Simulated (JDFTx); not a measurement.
# BiS: geometry relaxation (part 1 of 2)

The run: geometry relaxation of BiS (2 atoms in the cell). Method and program: Kohn-Sham DFT of a periodic cell, PBE with D2, PseudoDojo-SR-PBE-0.5-standard + PseudoDojo-SR-PBE-0.4.1-standard, no spin polarisation (JDFTx 1.7.0 (patched build)).

The structure was made by swapping elements on the sites of another compound; it need not be a known phase.

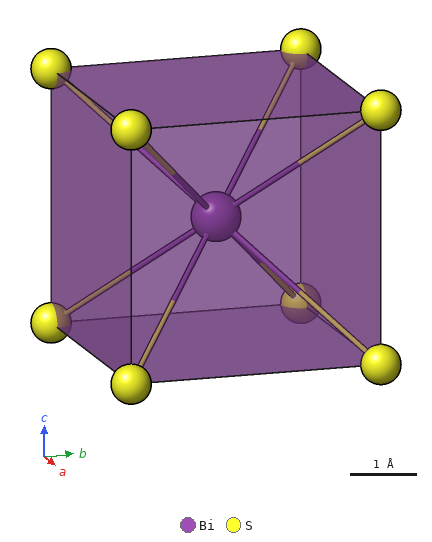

Fig. 1: The structure as given in the input (polyhedral view of the cell of the calculation, seen slightly off an axis; polyhedra are completed across the faces of the cell). An atom can appear more than once, as a periodic image.

Input
```
include BiS.lattice
coords-type Lattice
include BiS.ionpos

ion-species pseudo/Bi.upf
ion-species pseudo/S.upf
elec-cutoff 33 264
elec-ex-corr gga-PBE
van-der-waals
kpoint-folding 7 7 7
elec-smearing Fermi 0.0018374661
elec-n-bands 17
electronic-SCF nIterations 100 energyDiffThreshold 1e-09
electronic-minimize nIterations 30 energyDiffThreshold 1e-7
forces-output-coords Cartesian
lattice-minimize nIterations 40 energyDiffThreshold 1e-6

dump-name run.$VAR
dump End Ecomponents EigStats BandEigs Kpoints Forces Stress ElecDensity Dtot KEdensity
```

File BiS.lattice
```
lattice \
    7.5644684947     0.0000000000     0.0000000000 \
    0.0000000000     7.5644684947     0.0000000000 \
    0.0000000000     0.0000000000     7.5644684947
```

File BiS.ionpos
```
ion Bi     0.5000000000     0.5000000000     0.5000000000 1
ion S      0.0000000000     0.0000000000     0.0000000000 1
```

Launch command:
```bash
jdftx -c 1 -i BiS.in -o BiS.out
```

Output
```
*************** JDFTx 1.7.0 (patched build) ***************

Input parsed successfully to the following command list (including defaults):
[... the input with its defaults ...]

---------- Setting up symmetries ----------

Found 48 point-group symmetries of the bravais lattice
Found 48 space-group symmetries with basis
Applied RMS atom displacement 0 bohrs to make symmetries exact.

---------- Initializing the Grid ----------
R =
[      7.56447            0            0  ]
[            0      7.56447            0  ]
[            0            0      7.56447  ]
unit cell volume = 432.848
G =
[   0.830618          0          0  ]
[          0   0.830618          0  ]
[          0          0   0.830618  ]
Minimum fftbox size, Smin = [  56  56  56  ]
Chosen fftbox size, S = [  56  56  56  ]

---------- Initializing tighter grid for wavefunction operations ----------
R =
[      7.56447            0            0  ]
[            0      7.56447            0  ]
[            0            0      7.56447  ]
unit cell volume = 432.848
G =
[   0.830618          0          0  ]
[          0   0.830618          0  ]
[          0          0   0.830618  ]
Minimum fftbox size, Smin = [  40  40  40  ]
Chosen fftbox size, S = [  40  40  40  ]

---------- Exchange Correlation functional ----------
Initalized PBE GGA exchange.
Initalized PBE GGA correlation.

---------- Setting up pseudopotentials ----------
Width of ionic core gaussian charges (only for fluid interactions / plotting) set to 0

Reading pseudopotential file 'pseudo/Bi.upf':
  'Bi' pseudopotential, 'PBE' functional
  Generated using ONCVPSP code by D. R. Hamann
  15 valence electrons, 3 orbitals, 6 projectors, 1001 radial grid points, with lMax = 2
    5D    l: 2   occupation: 10.0   eigenvalue: -0.995255
    6S    l: 0   occupation:  2.0   eigenvalue: -0.532019
    6P    l: 1   occupation:  3.0   eigenvalue: -0.167981
  Core radius for overlap checks: 2.36 bohrs.

Reading pseudopotential file 'pseudo/S.upf':
  'S' pseudopotential, 'PBE' functional
  Generated using ONCVPSP code by D. R. Hamann
  6 valence electrons, 2 orbitals, 6 projectors, 1001 radial grid points, with lMax = 2
    3S    l: 0   occupation:  2.0   eigenvalue: -0.634163
    3P    l: 1   occupation:  4.0   eigenvalue: -0.257567
  Core radius for overlap checks: 1.43 bohrs.

Initialized 2 species with 2 total atoms.

Folded 1 k-points by 7x7x7 to 343 k-points.

---------- Setting up k-points, bands, fillings ----------
Reduced to 20 k-points under symmetry.
Computing the number of bands and number of electrons
Calculating initial fillings.
nElectrons:  21.000000   nBands: 17   nStates: 20

----- Setting up reduced wavefunction bases (one per k-point) -----
average nbasis = 3918.440 , ideal nbasis = 3919.225

Initializing DFT-D2 calculator:
	Bi:  C6:  893.28 Eh-a0^6  R0: 3.555 a0 (WARNING: beyond Grimme's data set)
	 S:  C6:   96.61 Eh-a0^6  R0: 3.180 a0

---------- Setting up ewald sum ----------
Optimum gaussian width for ewald sums = 2.688542 bohr.
Real space sum over 1331 unit cells with max indices [  5  5  5  ]
Reciprocal space sum over 2197 terms with max indices [  6  6  6  ]

---------- Allocating electronic variables ----------
Initializing wave functions:  linear combination of atomic orbitals
Note: number of bands (17) exceeds available atomic orbitals (13)
Bi pseudo-atom occupations:   s ( 2 )  p ( 3 )  d ( 10 )
S pseudo-atom occupations:   s ( 2 )  p ( 4 )
	FillingsUpdate:  mu: +0.327114496  nElectrons: 21.000000
LCAOMinimize: Iter:   0  F: -81.4760270207723778  |grad|_K:  9.105e-03  alpha:  1.000e+00
	FillingsUpdate:  mu: +0.277223517  nElectrons: 21.000000
LCAOMinimize: Iter:   1  F: -81.5452740279821171  |grad|_K:  5.016e-03  alpha:  1.649e-01  linmin: -2.727e-01  cgtest:  8.477e-01
LCAOMinimize: Encountered beta<0, resetting CG.
[... 15 lines of inner loops ...]
LCAOMinimize: 	Predicted alpha/alphaT>3.000000, increasing alphaT to 7.738616e-01.
	FillingsUpdate:  mu: +0.260223321  nElectrons: 21.000000
LCAOMinimize: Iter:   7  F: -81.5661286123107629  |grad|_K:  6.645e-08  alpha:  9.711e-01  linmin: -1.264e-03  cgtest:  2.247e-05
LCAOMinimize: Converged (|Delta F|<1.000000e-06 for 2 iters).

--------- Lattice Minimization ---------

-------- Electronic minimization -----------
Will mix electronic density at each iteration.
	FillingsUpdate:  mu: +0.260223321  nElectrons: 21.000000
	FillingsUpdate:  mu: +0.252782218  nElectrons: 21.000000
SCF: Cycle:  0   F: -81.589285370499056   dF: -2.316e-02   |Residual|: 3.892e-02   |deigs|: 1.120e-01
	FillingsUpdate:  mu: +0.251294855  nElectrons: 21.000000
SCF: Cycle:  1   F: -81.593508709389610   dF: -4.223e-03   |Residual|: 1.074e-02   |deigs|: 8.945e-03
	FillingsUpdate:  mu: +0.251152045  nElectrons: 21.000000
SCF: Cycle:  2   F: -81.593779836290949   dF: -2.711e-04   |Residual|: 5.732e-03   |deigs|: 1.352e-03
	FillingsUpdate:  mu: +0.250750135  nElectrons: 21.000000
SCF: Cycle:  3   F: -81.593795368907806   dF: -1.553e-05   |Residual|: 1.115e-03   |deigs|: 5.566e-04
	FillingsUpdate:  mu: +0.250682950  nElectrons: 21.000000
SCF: Cycle:  4   F: -81.593796906616859   dF: -1.538e-06   |Residual|: 3.206e-04   |deigs|: 2.266e-04
	FillingsUpdate:  mu: +0.250683504  nElectrons: 21.000000
SCF: Cycle:  5   F: -81.593797554754573   dF: -6.481e-07   |Residual|: 9.162e-05   |deigs|: 1.062e-04
	FillingsUpdate:  mu: +0.250683303  nElectrons: 21.000000
SCF: Cycle:  6   F: -81.593797667679752   dF: -1.129e-07   |Residual|: 2.500e-05   |deigs|: 3.949e-05
	FillingsUpdate:  mu: +0.250683477  nElectrons: 21.000000
SCF: Cycle:  7   F: -81.593797725606819   dF: -5.793e-08   |Residual|: 1.222e-05   |deigs|: 5.760e-05
	FillingsUpdate:  mu: +0.250684093  nElectrons: 21.000000
SCF: Cycle:  8   F: -81.593797736905216   dF: -1.130e-08   |Residual|: 8.580e-06   |deigs|: 2.404e-05
	FillingsUpdate:  mu: +0.250683813  nElectrons: 21.000000
SCF: Cycle:  9   F: -81.593797742789164   dF: -5.884e-09   |Residual|: 2.331e-06   |deigs|: 4.597e-05
	FillingsUpdate:  mu: +0.250683781  nElectrons: 21.000000
SCF: Cycle: 10   F: -81.593797743879492   dF: -1.090e-09   |Residual|: 1.480e-06   |deigs|: 2.865e-05
	FillingsUpdate:  mu: +0.250683747  nElectrons: 21.000000
SCF: Cycle: 11   F: -81.593797744523712   dF: -6.442e-10   |Residual|: 2.380e-07   |deigs|: 6.716e-05
	FillingsUpdate:  mu: +0.250683753  nElectrons: 21.000000
SCF: Cycle: 12   F: -81.593797744662467   dF: -1.388e-10   |Residual|: 1.593e-07   |deigs|: 7.363e-05
SCF: Converged (|Delta E|<1.000000e-09 for 2 iters).

Setting wave functions to eigenvectors of Hamiltonian
# Lattice vectors:
R =
[      7.56447            0            0  ]
[            0      7.56447            0  ]
[            0            0      7.56447  ]
unit cell volume = 432.848

# Strain tensor in Cartesian coordinates:
[            0            0            0  ]
[            0            0            0  ]
[            0            0            0  ]

# Stress tensor in Cartesian coordinates [Eh/a0^3]:
[  0.000376389            0            0  ]
[            0  0.000376389            0  ]
[            0            0  0.000376389  ]

# Ionic positions in lattice coordinates:
ion Bi   0.500000000000000   0.500000000000000   0.500000000000000 1
ion S   0.000000000000000   0.000000000000000   0.000000000000000 1

# Forces in Cartesian coordinates:
force Bi  -0.000000000000000  -0.000000000000000   0.000000000000000 1
force S  -0.000000000000000   0.000000000000000   0.000000000000000 1

# Energy components:
   Eewald =      -58.4894442596646158
       EH =       19.5345529920764136
     Eloc =      -58.2937108790279055
      Enl =      -13.9006370052440698
     EvdW =       -0.0244431715516534
      Exc =      -24.6318503958713215
 Exc_core =       11.4525471874733054
       KE =       42.7595856809583310
-------------------------------------
     Etot =      -81.5933998508515117
       TS =        0.0003978938109501
-------------------------------------
        F =      -81.5937977446624672

LatticeMinimize: Iter:   0  F: -81.593797744662467  |grad|_K:  3.730e-02

#--- Lowdin population analysis ---
# oxidation-state Bi +0.536
# oxidation-state S -0.476

-------- Electronic minimization -----------
Will mix electronic density at each iteration.
	FillingsUpdate:  mu: +0.250683753  nElectrons: 21.000000
	FillingsUpdate:  mu: +0.254806273  nElectrons: 21.000000
SCF: Cycle:  0   F: -81.595171884985334   dF: -1.295e-05   |Residual|: 1.179e-03   |deigs|: 6.867e-05
	FillingsUpdate:  mu: +0.254807854  nElectrons: 21.000000
SCF: Cycle:  1   F: -81.595178161261543   dF: -6.276e-06   |Residual|: 3.380e-04   |deigs|: 2.835e-04
	FillingsUpdate:  mu: +0.254790503  nElectrons: 21.000000
SCF: Cycle:  2   F: -81.595178363738768   dF: -2.025e-07   |Residual|: 1.172e-04   |deigs|: 5.310e-05
	FillingsUpdate:  mu: +0.254776685  nElectrons: 21.000000
SCF: Cycle:  3   F: -81.595178383129863   dF: -1.939e-08   |Residual|: 3.788e-05   |deigs|: 5.216e-05
	FillingsUpdate:  mu: +0.254773246  nElectrons: 21.000000
SCF: Cycle:  4   F: -81.595178385007813   dF: -1.878e-09   |Residual|: 1.395e-05   |deigs|: 3.311e-05
	FillingsUpdate:  mu: +0.254771754  nElectrons: 21.000000
SCF: Cycle:  5   F: -81.595178385377949   dF: -3.701e-10   |Residual|: 3.223e-06   |deigs|: 3.224e-05
	FillingsUpdate:  mu: +0.254771980  nElectrons: 21.000000
SCF: Cycle:  6   F: -81.595178385487728   dF: -1.098e-10   |Residual|: 8.019e-07   |deigs|: 3.577e-05
SCF: Converged (|Delta E|<1.000000e-09 for 2 iters).

Setting wave functions to eigenvectors of Hamiltonian
LatticeMinimize: 	Wolfe criterion not satisfied: alpha: 1  (E-E0)/|gdotd0|: -0.992138  gdotd/gdotd0: 0.981362 (taking cubic step)

-------- Electronic minimization -----------
Will mix electronic density at each iteration.
	FillingsUpdate:  mu: +0.254771980  nElectrons: 21.000000
	FillingsUpdate:  mu: +0.263131686  nElectrons: 21.000000
SCF: Cycle:  0   F: -81.597839540495869   dF: -5.590e-05   |Residual|: 2.297e-03   |deigs|: 1.195e-04
	FillingsUpdate:  mu: +0.263126058  nElectrons: 21.000000
SCF: Cycle:  1   F: -81.597862967425584   dF: -2.343e-05   |Residual|: 6.400e-04   |deigs|: 5.558e-04
	FillingsUpdate:  mu: +0.263092902  nElectrons: 21.000000
SCF: Cycle:  2   F: -81.597863633870659   dF: -6.664e-07   |Residual|: 2.288e-04   |deigs|: 9.836e-05
	FillingsUpdate:  mu: +0.263066615  nElectrons: 21.000000
SCF: Cycle:  3   F: -81.597863699419023   dF: -6.555e-08   |Residual|: 7.740e-05   |deigs|: 9.198e-05
	FillingsUpdate:  mu: +0.263058281  nElectrons: 21.000000
SCF: Cycle:  4   F: -81.597863706212749   dF: -6.794e-09   |Residual|: 2.558e-05   |deigs|: 5.286e-05
	FillingsUpdate:  mu: +0.263056260  nElectrons: 21.000000
SCF: Cycle:  5   F: -81.597863707345894   dF: -1.133e-09   |Residual|: 6.037e-06   |deigs|: 5.318e-05
	FillingsUpdate:  mu: +0.263056496  nElectrons: 21.000000
SCF: Cycle:  6   F: -81.597863707696149   dF: -3.503e-10   |Residual|: 1.526e-06   |deigs|: 1.535e-04
	FillingsUpdate:  mu: +0.263056492  nElectrons: 21.000000
SCF: Cycle:  7   F: -81.597863707770273   dF: -7.412e-11   |Residual|: 1.039e-06   |deigs|: 7.345e-05
SCF: Converged (|Delta E|<1.000000e-09 for 2 iters).

Setting wave functions to eigenvectors of Hamiltonian
LatticeMinimize: 	Wolfe criterion not satisfied: alpha: 3  (E-E0)/|gdotd0|: -2.92183  gdotd/gdotd0: 0.942962 (taking cubic step)

-------- Electronic minimization -----------
Will mix electronic density at each iteration.
	FillingsUpdate:  mu: +0.263056492  nElectrons: 21.000000
	FillingsUpdate:  mu: +0.280202660  nElectrons: 21.000000
SCF: Cycle:  0   F: -81.602834191284842   dF: -2.489e-04   |Residual|: 4.375e-03   |deigs|: 2.015e-04
	FillingsUpdate:  mu: +0.280153749  nElectrons: 21.000000
SCF: Cycle:  1   F: -81.602915894745337   dF: -8.170e-05   |Residual|: 1.172e-03   |deigs|: 1.076e-03
	FillingsUpdate:  mu: +0.280092212  nElectrons: 21.000000
SCF: Cycle:  2   F: -81.602917738543809   dF: -1.844e-06   |Residual|: 4.404e-04   |deigs|: 1.760e-04
	FillingsUpdate:  mu: +0.280043528  nElectrons: 21.000000
SCF: Cycle:  3   F: -81.602917959621166   dF: -2.211e-07   |Residual|: 1.545e-04   |deigs|: 1.453e-04
	FillingsUpdate:  mu: +0.280024670  nElectrons: 21.000000
SCF: Cycle:  4   F: -81.602917983908625   dF: -2.429e-08   |Residual|: 4.889e-05   |deigs|: 4.815e-05
	FillingsUpdate:  mu: +0.280022663  nElectrons: 21.000000
SCF: Cycle:  5   F: -81.602917988440282   dF: -4.532e-09   |Residual|: 1.040e-05   |deigs|: 4.163e-05
	FillingsUpdate:  mu: +0.280022759  nElectrons: 21.000000
SCF: Cycle:  6   F: -81.602917989377246   dF: -9.370e-10   |Residual|: 3.077e-06   |deigs|: 3.958e-05
	FillingsUpdate:  mu: +0.280022852  nElectrons: 21.000000
SCF: Cycle:  7   F: -81.602917989653335   dF: -2.761e-10   |Residual|: 1.739e-06   |deigs|: 5.591e-05
SCF: Converged (|Delta E|<1.000000e-09 for 2 iters).

Setting wave functions to eigenvectors of Hamiltonian
# Lattice vectors:
R =
[      7.41456            0            0  ]
[            0      7.41456            0  ]
[            0            0      7.41456  ]
unit cell volume = 407.621

# Strain tensor in Cartesian coordinates:
[    -0.019817            0            0  ]
[            0    -0.019817            0  ]
[            0            0    -0.019817  ]

# Stress tensor in Cartesian coordinates [Eh/a0^3]:
[  0.000344406            0            0  ]
[            0  0.000344406            0  ]
[            0            0  0.000344406  ]

# Ionic positions in lattice coordinates:
ion Bi   0.500000000000000   0.500000000000000   0.500000000000000 1
ion S   0.000000000000000   0.000000000000000   0.000000000000000 1

# Forces in Cartesian coordinates:
force Bi  -0.000000000000000   0.000000000000000  -0.000000000000000 1
force S  -0.000000000000000   0.000000000000000  -0.000000000000000 1

# Energy components:
   Eewald =      -59.6719617389211692
       EH =       18.9058171954298366
     Eloc =      -56.5092756731666981
      Enl =      -13.8969572408991180
     EvdW =       -0.0244597240256443
      Exc =      -24.6557000535032991
 Exc_core =       11.4525465983749370
       KE =       42.7974687327184640
-------------------------------------
     Etot =      -81.6025219039926810
       TS =        0.0003960856606573
-------------------------------------
        F =      -81.6029179896533350

LatticeMinimize: Iter:   1  F: -81.602917989653335  |grad|_K:  3.214e-02  alpha:  7.000e+00  linmin: -1.000e+00

#--- Lowdin population analysis ---
# oxidation-state Bi +0.537
# oxidation-state S -0.472

-------- Electronic minimization -----------
Will mix electronic density at each iteration.
	FillingsUpdate:  mu: +0.280022852  nElectrons: 21.000000
	FillingsUpdate:  mu: +0.462566938  nElectrons: 21.000000
SCF: Cycle:  0   F: -81.618211561398553   dF: -7.767e-03   |Residual|: 3.492e-02   |deigs|: 8.022e-03
	FillingsUpdate:  mu: +0.461385875  nElectrons: 21.000000
SCF: Cycle:  1   F: -81.621467064901836   dF: -3.256e-03   |Residual|: 9.817e-03   |deigs|: 9.226e-03
	FillingsUpdate:  mu: +0.460727989  nElectrons: 21.000000
SCF: Cycle:  2   F: -81.621611834262026   dF: -1.448e-04   |Residual|: 3.883e-03   |deigs|: 3.426e-03
	FillingsUpdate:  mu: +0.460404253  nElectrons: 21.000000
SCF: Cycle:  3   F: -81.621618608960915   dF: -6.775e-06   |Residual|: 1.282e-03   |deigs|: 8.501e-04
	FillingsUpdate:  mu: +0.460276117  nElectrons: 21.000000
SCF: Cycle:  4   F: -81.621619262042941   dF: -6.531e-07   |Residual|: 1.615e-04   |deigs|: 3.036e-04
	FillingsUpdate:  mu: +0.460281602  nElectrons: 21.000000
SCF: Cycle:  5   F: -81.621619356097568   dF: -9.405e-08   |Residual|: 8.718e-05   |deigs|: 1.290e-04
	FillingsUpdate:  mu: +0.460281099  nElectrons: 21.000000
SCF: Cycle:  6   F: -81.621619370847938   dF: -1.475e-08   |Residual|: 3.753e-05   |deigs|: 7.816e-05
	FillingsUpdate:  mu: +0.460280076  nElectrons: 21.000000
SCF: Cycle:  7   F: -81.621619376769289   dF: -5.921e-09   |Residual|: 7.950e-06   |deigs|: 6.591e-05
	FillingsUpdate:  mu: +0.460280533  nElectrons: 21.000000
SCF: Cycle:  8   F: -81.621619378754545   dF: -1.985e-09   |Residual|: 3.335e-06   |deigs|: 5.569e-05
	FillingsUpdate:  mu: +0.460280515  nElectrons: 21.000000
SCF: Cycle:  9   F: -81.621619379460057   dF: -7.055e-10   |Residual|: 4.616e-06   |deigs|: 1.320e-04
	FillingsUpdate:  mu: +0.460281069  nElectrons: 21.000000
SCF: Cycle: 10   F: -81.621619379712911   dF: -2.529e-10   |Residual|: 5.965e-06   |deigs|: 6.739e-05
SCF: Converged (|Delta E|<1.000000e-09 for 2 iters).

Setting wave functions to eigenvectors of Hamiltonian
# Lattice vectors:
R =
[      6.66542            0            0  ]
[            0      6.66542            0  ]
[            0            0      6.66542  ]
unit cell volume = 296.131

# Strain tensor in Cartesian coordinates:
[    -0.118851            0            0  ]
[            0    -0.118851            0  ]
[            0            0    -0.118851  ]

# Stress tensor in Cartesian coordinates [Eh/a0^3]:
[ -0.000145787            0            0  ]
[            0 -0.000145787            0  ]
[            0            0 -0.000145787  ]
```
